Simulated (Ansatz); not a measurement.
Start from this file.

```xyz
4
Lattice="2.4727 0.0000 0.0000 0.0000 2.4727 0.0000 0.0000 0.0000 7.2496" Properties=species:S:1:pos:R:3 pbc="T T T"
Fe    0.0000    0.0000    0.0000
Co    1.2364    1.2364    5.3583
Co    0.0000    0.0000    3.6248
Co    1.2364    1.2364    1.8913
```

What does this file describe?

Answer. The structure is one of FeCo3. It belongs to space group P4/mmm (No. 123) and has a primitive tetragonal lattice. With Z = 1, the cell contains 1 Fe, 3 Co. Fe is coordinated by eight Co and four Fe in a cuboctahedral arrangement (2.58 Å to Co, 2.47 Å to Fe). Co takes two kinds of site: 2h with eight Co and four Fe in a cuboctahedral arrangement (2.46 to 2.47 Å to Co, 2.58 Å to Fe); 1b with twelve Co in a cuboctahedral arrangement at 2.46 to 2.47 Å. The bonds build a three-dimensional framework.

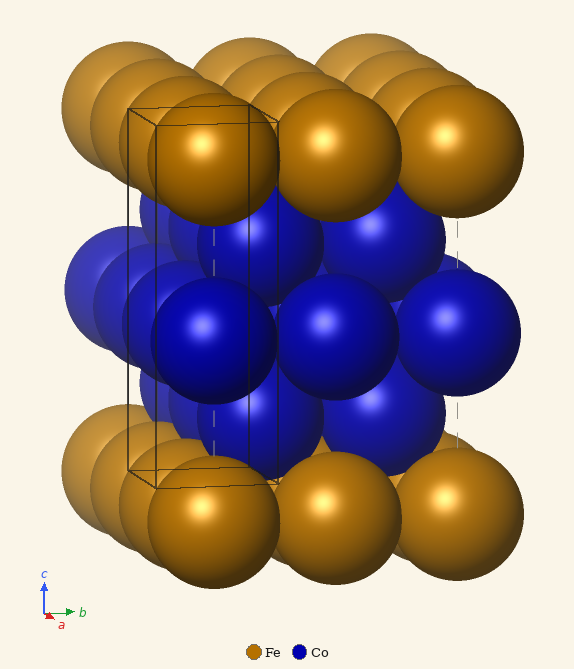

Space-filling representation of a periodic structure, projected slightly off an axis. The picture spans 3×2×1 cells, one conventional unit cell being drawn with solid lines.

The structure comes from a structure listed in the Materials Project. Earlier steps of the study, as a rule a relaxation of our own, may have changed the cell and positions, so they can lie some per cent off the listed ones. It was set up as input for a calculation with Ansatz.
